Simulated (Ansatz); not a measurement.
## Geometry relaxation, with input and output: ZrN (part 2 of 2)

Continued. System: ZrN (slab, 10 atoms in the cell). Method: DFT PBE, scalar-relativistic, plane waves, PAW, no spin polarisation (Ansatz 0.2.0); cutoff 420 eV, 12×12×1 k-mesh, Gaussian smearing of 0.1 eV. The structure derives from an entry of the Crystallography Open Database. It belongs to a series of runs on one base structure; here: (1 1 1) slab, atoms relaxed.

Geometry of the input (Å; fractional positions):
```
3.2489  0.0000  0.0000
-1.6245  2.8136  0.0000
0.0000  0.0000  26.9373
N  0.3333  0.6667  0.2784
Zr 0.6667  0.3333  0.3277
N  0.0000  0.0000  0.3769
Zr 0.3333  0.6667  0.4261
N  0.6667  0.3333  0.4754
Zr 0.0000  0.0000  0.5246
N  0.3333  0.6667  0.5739
Zr 0.6667  0.3333  0.6231
N  0.0000  0.0000  0.6723
Zr 0.3333  0.6667  0.7216
```

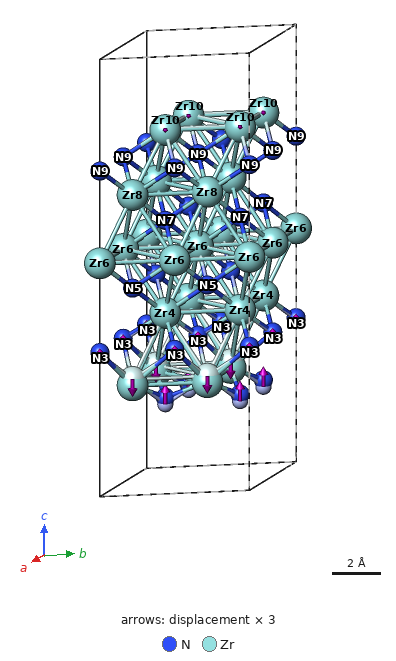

Start (faint) and end (solid) with the displacements as pink arrows, magnified 3 times (ball-and-stick view of the 2 × 2 repeat of the cell, with the vacuum cut short, seen slightly off an axis). The largest move is that of N1, 0.30 Å. Largest moves by element: N 0.30 Å, Zr 0.26 Å. The lattice vectors keep their values. Among the contacts that change: N1–Zr2 2.297 → 2.028 Å, Zr2–N3 2.297 → 2.513 Å, Zr2–Zr4 3.249 → 3.440 Å, Zr8–Zr10 3.249 → 3.175 Å. Among the angles that change: Zr2–N1–Zr2 90.0° → 106.5°, Zr2–N3–Zr2 90.0° → 80.5°, Zr2–N3–Zr4 180.0° → 171.1°. After 6 geometry steps the energy has fallen by 190 meV per atom. The largest force component goes from 6.3 to 0.019 eV/Å. (Atoms are counted from 1 in the order of the input.)

```
WARN: The output density's exchange-correlation potential varies sharply where the density is thin. Do not read a vacuum level from v_tot or v_xc, or from such a field of the output density. On a cell that repeats whose density bears no net charge and no dipole along the vacuum's axis use v_es (v_loc + v_h of the components); under efield.dipole_correction with no amplitude use v_es + v_field, which holds any external_charges[].barrier, or the levels of the report's work_function block, which leave it out; under a non-zero efield.amplitude the vacuum is tilted and has no level; on a cell that repeats and bears such a dipole with no correction it is tilted too, and efield.dipole_correction with no amplitude gives each side of its ramp a level where efield: is served; in a cell that repeats whose density bears a net charge (total_charge, or a fill off its count) it is curved and has none; of a slab under crystal.periodic whose density bears no net charge use v_es, which has a level on each side, short of where the two are joined; of another it falls or rises all the way out and has none; of a slab beside external_charges read slab_vacuum_level instead, which it has where they leave it neutral. The grid or the basis barely resolves most such structure, and the values can differ between equally converged runs; as a rule a tighter scf.convergence.dr2_threshold does not remove it. Where the density itself ripples (under the LDA too) a higher basis.ecutwfc lessens it. The files hold the spikes' plane waves up to the density's cutoff. Files: v_tot_of_output_density and the like, and their columns of v_z.tsv (output.write_potential); v_xc_of_output_density and the like, and their columns of v_comp_z.tsv (output.write_potential_components). Measured: with its Gaussian average of σ = 0.25 Å subtracted twice, the exchange-correlation potential is over 0.1 eV at 3 of the grid points where the equally averaged density (valence and model cores) is under 1e-3 e/Å³, and 0.121 eV at the most among them, at an averaged density of 3.9e-8 e/Å³. The input density's (outcome.potential() and, of a run that writes arrays, v_tot and v_xc) is over 0.1 eV, so measured, at 1 points of its own thin density, 0.113 eV at the most. See output.write_potential in the manual, Limitations
SCF converged after 2 iterations
Free energy (F): -22853.424809 eV
Harris-Foulkes:  -22853.424809 eV  (|F-HF|=8.12e-9)
Internal energy: -22853.401770 eV  (E = F + TS)
E sigma→0 (E₀):  -22853.413290 eV
Entropy (-TS):   -0.023039 eV (-2.304 meV/atom)
Fermi energy:    5.782537 eV
Dipole field:    D = 0.065776 V/Å  (p = 0.089509 e·Å, saw-weighted, corrected)
Work function:   Φ+ = 4.4257 eV   Φ− = 6.1975 eV
Levels:          The Fermi level and band energies are counted from a zero that moves with the ramp; work functions are not
--- Per-component energies (eV) ---
  E_band       = -1095.453293
  E_kinetic    = 2331.783926
  E_local      = -85968.809567  (includes V_loc(G=0)·N_el)
  E_nonlocal   = 617.293549
  E_hartree    = 41882.946371
  E_xc         = -1117.758287
  E_vxc        = -1348.631706  (∫ρ·V_xc dr)
  E_paw        = -15402.166265  (= ΣΔE_a)
  E_vpaw       = -491.626025  (= ΣTr[D̂ρ^β])
  E_aug_tail   = 0.000580  (compensation charges beyond the density's cutoff)
  E_efield     = 0.002944  (sawtooth field / dipole correction)
  E_vefield    = -1.360133  (∫n·V_field dr)
  E_ewald      = 34803.304980
  E_smearing   = -0.023039  (= −TS)
  E_closure    = -0.000000  (closes the sum)
  Σ components = -22853.424809   (vs F -22853.424809, Δ=0.00e0)
--- Forces (eV/Å), atoms counted from 1 ---
  atom   1  N      0.00000000     0.00000000    -0.01863545
  atom   2  Zr    -0.00000000     0.00000000    -0.00671560
  atom   3  N     -0.00000000     0.00000000     0.01647779
  atom   4  Zr    -0.00000000     0.00000000     0.00686823
  atom   5  N      0.00000000     0.00000000    -0.00253205
  atom   6  Zr    -0.00000000     0.00000000    -0.00247548
  atom   7  N     -0.00000000    -0.00000000    -0.00183281
  atom   8  Zr     0.00000000     0.00000000     0.00228347
  atom   9  N      0.00000000     0.00000000     0.00434073
  atom  10  Zr    -0.00000000    -0.00000000     0.00212760
  max |Σ_I F_I| component: 9.36e-5 eV/Å
--- Band table (eV; the first three rows and the last of 19) ---
  k-point 0: bands = ["-43.7508", "-43.6880", "-43.6506", "-43.4135", "-42.4556", "-22.3927", "-22.1070", "-21.6970", "-21.4818", "-21.4818", "-21.4309", "-21.4309", "-21.4085", "-21.3992", "-21.3992", "-21.0786", "-21.0786", "-20.6931", "-20.2167", "-20.2167", "-10.1630", "-9.5998", "-8.7946", "-8.2691", "-6.9621", "-1.3627", "-0.3600", "0.4086", "0.4086", "0.9209", "0.9209", "1.1500", "1.8844", "1.8844", "2.3920", "2.4606", "2.4606", "3.4008", "3.6211", "3.6211", "4.8139", "5.7004", "5.7975", "5.7975", "6.2987", "6.5484", "6.5484", "7.1787", "7.6601", "7.6601", "7.8459", "7.8459", "8.0688"]
  k-point 1: bands = ["-43.7435", "-43.6817", "-43.6456", "-43.4083", "-42.4489", "-22.3679", "-22.0964", "-21.7123", "-21.5324", "-21.4993", "-21.4903", "-21.4568", "-21.4426", "-21.4072", "-21.3946", "-21.1270", "-21.0886", "-20.6841", "-20.2863", "-20.2306", "-10.0567", "-9.5392", "-8.7976", "-8.2969", "-6.9413", "-1.2280", "-0.3515", "0.4636", "0.4788", "0.6411", "0.9564", "1.3597", "1.6858", "1.9136", "2.2044", "2.4355", "2.4482", "3.1219", "3.5123", "3.7432", "4.8040", "5.4149", "5.8670", "5.9632", "6.2884", "6.5793", "6.7137", "7.2578", "7.5875", "7.6629", "8.0780", "8.1289", "8.2434"]
  k-point 2: bands = ["-43.7232", "-43.6644", "-43.6322", "-43.3941", "-42.4306", "-22.2991", "-22.0771", "-21.8001", "-21.6591", "-21.6365", "-21.5443", "-21.5344", "-21.4758", "-21.4301", "-21.4027", "-21.2517", "-21.1158", "-20.6669", "-20.4642", "-20.2684", "-9.7785", "-9.3986", "-8.8453", "-8.3449", "-6.8638", "-0.8782", "-0.2636", "0.2482", "0.5870", "0.6347", "1.0264", "1.1394", "1.5542", "1.8043", "1.9307", "2.1857", "2.4487", "2.9433", "3.3930", "3.8105", "4.6723", "4.9834", "5.7400", "6.3386", "6.4140", "6.7931", "7.0743", "7.2872", "7.7623", "8.0668", "8.1211", "8.1932", "8.6009"]
  k-point 18: bands = ["-43.6184", "-43.5845", "-43.5703", "-43.3257", "-42.3420", "-22.1693", "-22.1622", "-22.1386", "-22.0403", "-21.9869", "-21.9323", "-21.7853", "-21.6735", "-21.6478", "-21.5715", "-21.4655", "-21.4299", "-21.0119", "-20.7726", "-20.5057", "-9.1488", "-9.0601", "-8.9574", "-8.1230", "-6.3115", "-0.2417", "-0.2239", "0.0481", "0.2542", "0.8073", "0.9475", "0.9750", "0.9951", "1.0019", "1.0141", "1.7228", "1.7322", "3.1271", "4.3249", "4.4051", "5.4310", "5.7502", "6.5519", "6.8956", "7.0360", "7.4455", "7.8111", "7.8879", "8.5110", "8.7119", "8.7386", "9.2083", "9.2349"]
--- Relaxed structure (7 steps of the walk, 7 accepted, 0 SCFs on fresh bases) ---
  F+E_penalty+E_count = -22853.42480929 eV   max|allowed force component| = 1.863e-2 eV/Å
  atoms:
    - { symbol: N, position: [0.3333333333333333, 0.6666666666666666, 0.2895198780416665] }
    - { symbol: Zr, position: [0.6666666666666665, 0.33333333333333326, 0.3181024122460956] }
    - { symbol: N, position: [-2.0193299884183576e-17, -1.776356839523967e-17, 0.38017993623505675] }
    - { symbol: Zr, position: [0.33333333333333326, 0.6666666666666666, 0.4251504892801586] }
    - { symbol: N, position: [0.6666666666666665, 0.33333333333333326, 0.47432647545405215] }
    - { symbol: Zr, position: [-2.279899177605577e-17, -1.7763568395185806e-17, 0.5236506534078263] }
    - { symbol: N, position: [0.33333333333333326, 0.6666666666666666, 0.5739643162417324] }
    - { symbol: Zr, position: [0.6666666666666665, 0.33333333333333326, 0.6240736612966681] }
    - { symbol: N, position: [-2.249000383217153e-17, -1.7763568395192197e-17, 0.6718709608256803] }
    - { symbol: Zr, position: [0.33333333333333326, 0.6666666666666666, 0.7191612169710633] }
```

Trajectory as extended XYZ (Å, eV, eV/Å), 7 frames, from step=1 to step=7
```
10
Lattice="3.2489 0.0000 0.0000 -1.6245 2.8136 0.0000 0.0000 0.0000 26.9373" Properties=species:S:1:pos:R:3:forces:R:3 step=1 energy=-22851.52771
N     0.0000    1.8758    7.5000    0.0000   0.0000   4.8243
Zr    1.6245    0.9379    8.8264    0.0000   0.0000  -6.3311
N     0.0000    0.0000   10.1527    0.0000   0.0000   1.2193
Zr    0.0000    1.8758   11.4791    0.0000   0.0000   0.4607
N     1.6245    0.9379   12.8054    0.0000   0.0000  -0.0636
Zr    0.0000    0.0000   14.1318    0.0000   0.0000  -0.4650
N     0.0000    1.8758   15.4582    0.0000   0.0000   0.0685
Zr    1.6245    0.9379   16.7845    0.0000   0.0000   0.9286
N     0.0000    0.0000   18.1109    0.0000   0.0000   0.1100
Zr    0.0000    1.8758   19.4373    0.0000   0.0000  -0.7512
10
Lattice="3.2489 0.0000 0.0000 -1.6245 2.8136 0.0000 0.0000 0.0000 26.9373" Properties=species:S:1:pos:R:3:forces:R:3 step=2 energy=-22853.12309
N     0.0000    1.8758    7.6832    0.0000   0.0000   1.8604
Zr    1.6245    0.9379    8.6313    0.0000   0.0000  -2.4229
N     0.0000    0.0000   10.1523    0.0000   0.0000   1.6770
Zr    0.0000    1.8758   11.4949    0.0000   0.0000  -1.2558
N     1.6245    0.9379   12.8030    0.0000   0.0000  -0.0329
Zr    0.0000    0.0000   14.1160    0.0000   0.0000   0.0930
N     0.0000    1.8758   15.4668    0.0000   0.0000   0.1269
Zr    1.6245    0.9379   16.8232    0.0000   0.0000   0.0917
N     0.0000    0.0000   18.1156    0.0000   0.0000   0.0206
Zr    0.0000    1.8758   19.4000    0.0000   0.0000  -0.1550
10
Lattice="3.2489 0.0000 0.0000 -1.6245 2.8136 0.0000 0.0000 0.0000 26.9373" Properties=species:S:1:pos:R:3:forces:R:3 step=3 energy=-22853.32520
N     0.0000    1.8758    7.8771    0.0000   0.0000  -0.9732
Zr    1.6245    0.9379    8.5670    0.0000   0.0000   0.9132
N     0.0000    0.0000   10.2785    0.0000   0.0000  -1.1739
Zr    0.0000    1.8758   11.3992    0.0000   0.0000   1.4668
N     1.6245    0.9379   12.7415    0.0000   0.0000   0.0475
Zr    0.0000    0.0000   14.0908    0.0000   0.0000  -0.1090
N     0.0000    1.8758   15.4575    0.0000   0.0000  -0.0970
Zr    1.6245    0.9379   16.8104    0.0000   0.0000  -0.1142
N     0.0000    0.0000   18.0955    0.0000   0.0000  -0.0015
Zr    0.0000    1.8758   19.3689    0.0000   0.0000   0.0409
10
Lattice="3.2489 0.0000 0.0000 -1.6245 2.8136 0.0000 0.0000 0.0000 26.9373" Properties=species:S:1:pos:R:3:forces:R:3 step=4 energy=-22853.41874
N     0.0000    1.8758    7.7758    0.0000   0.0000   0.0866
Zr    1.6245    0.9379    8.5509    0.0000   0.0000   0.1758
N     0.0000    0.0000   10.2547    0.0000   0.0000  -0.0920
Zr    0.0000    1.8758   11.4728    0.0000   0.0000  -0.2915
N     1.6245    0.9379   12.7906    0.0000   0.0000  -0.0111
Zr    0.0000    0.0000   14.1123    0.0000   0.0000   0.0248
N     0.0000    1.8758   15.4615    0.0000   0.0000   0.0183
Zr    1.6245    0.9379   16.8061    0.0000   0.0000   0.0730
N     0.0000    0.0000   18.0929    0.0000   0.0000   0.0285
Zr    0.0000    1.8758   19.3686    0.0000   0.0000  -0.0132
10
Lattice="3.2489 0.0000 0.0000 -1.6245 2.8136 0.0000 0.0000 0.0000 26.9373" Properties=species:S:1:pos:R:3:forces:R:3 step=5 energy=-22853.41894
N     0.0000    1.8758    7.8086    0.0000   0.0000   0.0579
Zr    1.6245    0.9379    8.5885    0.0000   0.0000  -0.3551
N     0.0000    0.0000   10.2263    0.0000   0.0000   0.2471
Zr    0.0000    1.8758   11.4419    0.0000   0.0000   0.1050
N     1.6245    0.9379   12.7694    0.0000   0.0000   0.0049
Zr    0.0000    0.0000   14.1014    0.0000   0.0000  -0.0123
N     0.0000    1.8758   15.4602    0.0000   0.0000  -0.0070
Zr    1.6245    0.9379   16.8132    0.0000   0.0000  -0.0309
N     0.0000    0.0000   18.1012    0.0000   0.0000  -0.0031
Zr    0.0000    1.8758   19.3756    0.0000   0.0000  -0.0063
10
Lattice="3.2489 0.0000 0.0000 -1.6245 2.8136 0.0000 0.0000 0.0000 26.9373" Properties=species:S:1:pos:R:3:forces:R:3 step=6 energy=-22853.42481
N     0.0000    1.8758    7.7989    0.0000   0.0000  -0.0186
Zr    1.6245    0.9379    8.5688    0.0000   0.0000  -0.0066
N     0.0000    0.0000   10.2410    0.0000   0.0000   0.0164
Zr    0.0000    1.8758   11.4524    0.0000   0.0000   0.0069
N     1.6245    0.9379   12.7771    0.0000   0.0000  -0.0025
Zr    0.0000    0.0000   14.1057    0.0000   0.0000  -0.0025
N     0.0000    1.8758   15.4610    0.0000   0.0000  -0.0018
Zr    1.6245    0.9379   16.8108    0.0000   0.0000   0.0023
N     0.0000    0.0000   18.0984    0.0000   0.0000   0.0043
Zr    0.0000    1.8758   19.3722    0.0000   0.0000   0.0021
10
Lattice="3.2489 0.0000 0.0000 -1.6245 2.8136 0.0000 0.0000 0.0000 26.9373" Properties=species:S:1:pos:R:3:forces:R:3 step=7 energy=-22853.42481
N     0.0000    1.8758    7.7989    0.0000   0.0000  -0.0186
Zr    1.6245    0.9379    8.5688    0.0000   0.0000  -0.0067
N     0.0000    0.0000   10.2410    0.0000   0.0000   0.0165
Zr    0.0000    1.8758   11.4524    0.0000   0.0000   0.0069
N     1.6245    0.9379   12.7771    0.0000   0.0000  -0.0025
Zr    0.0000    0.0000   14.1057    0.0000   0.0000  -0.0025
N     0.0000    1.8758   15.4610    0.0000   0.0000  -0.0018
Zr    1.6245    0.9379   16.8108    0.0000   0.0000   0.0023
N     0.0000    0.0000   18.0984    0.0000   0.0000   0.0043
Zr    0.0000    1.8758   19.3722    0.0000   0.0000   0.0021
```

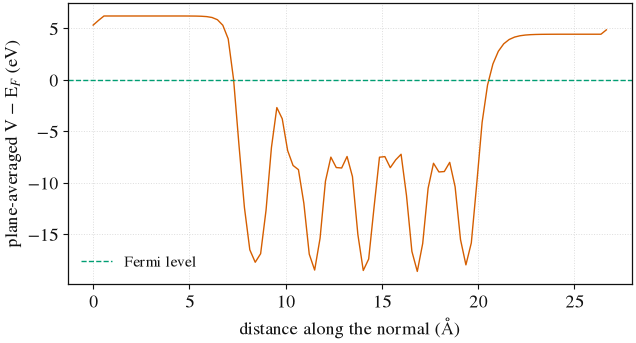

Plane average of the electrostatic potential energy of an electron across the cell, from the Fermi level. The vacuum level lies 4.43 eV above the Fermi level on the upper side and 6.20 eV on the lower.

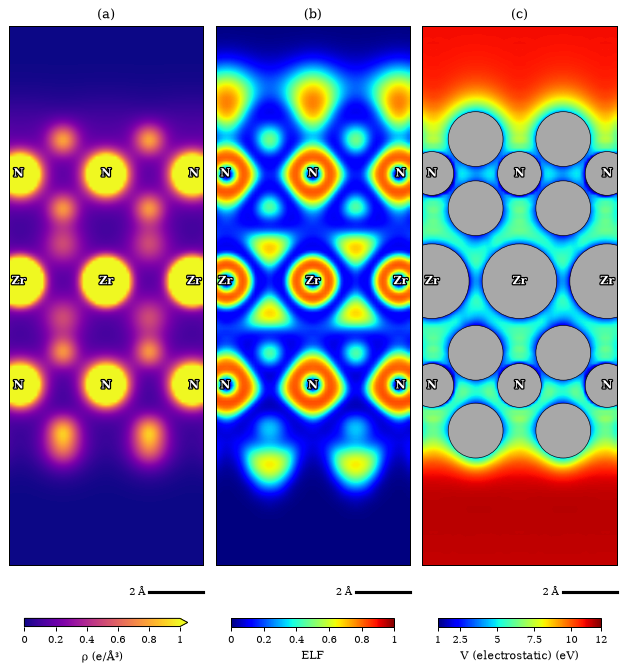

(a) valence charge density (pseudo); (b) electron localisation function; (c) electrostatic potential (local pseudopotential plus Hartree) felt by an electron on the (100) plane of the calculation cell, a cut from vacuum to vacuum. Grey discs, where drawn, cover atomic cores. The section cuts through N and Zr sites. Zr–Zr (3.25 Å): ρ is about 0.16 e/Å³ halfway; the ELF is about 0.15 at the midpoint; no localised pair between them. The density dies away to nearly zero in the vacuum. The strong features right at Zr lie inside the PAW spheres (semicore, d or f shells) and say nothing about bonding. Core electrons are frozen (PAW), so the fields are smoothed inside the atomic spheres.

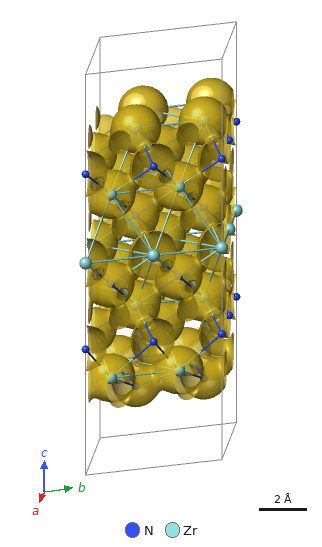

Isosurface of the valence electron density at 0.4 e/Å³ (yellow), seen at an oblique angle. Sticks mark near contacts. At this value the density is joined into sheets; it holds about 80 % of the electrons treated as valence (semicore included). It is pinched off along the Zr–Zr (3.17 Å) contacts. On the grid the lowest density along these lines, outside the cores, is 0.84 e/Å³ (Zr–N, 2.03 Å), 0.18 e/Å³ (Zr–Zr, 3.17 Å), 0.53 e/Å³ (Zr–N, 2.23 Å) and 0.46 e/Å³ (Zr–N, 2.28 Å).

Summary

| quantity | value |
| --- | --- |
| outcome | converged |
| electrons treated | 85 |
| free energy | −22853.4248 eV |
| work function, top face | 4.43 eV |
| work function, bottom face | 6.20 eV |
| Fermi energy | 5.783 eV |
| gap on the k-point mesh | none (metallic) |
| final volume | 246.24 Å³ |
| work function (upper face) | 4.43 eV |
| largest force (length of the vector) at the end | 0.019 eV/Å |
| hardware | 1 thread of Intel Xeon @ 2.50GHz (Skylake/Cascade Lake), 192 GiB of memory available, shared host |
| wall time | 4.8 min |
| peak memory | 0.59 GiB |

Notes

The program warns: the exchange-correlation potential is rough where the density is thin. The cell holds an odd number of electrons but the run has no spin polarisation, so a band is left half filled.
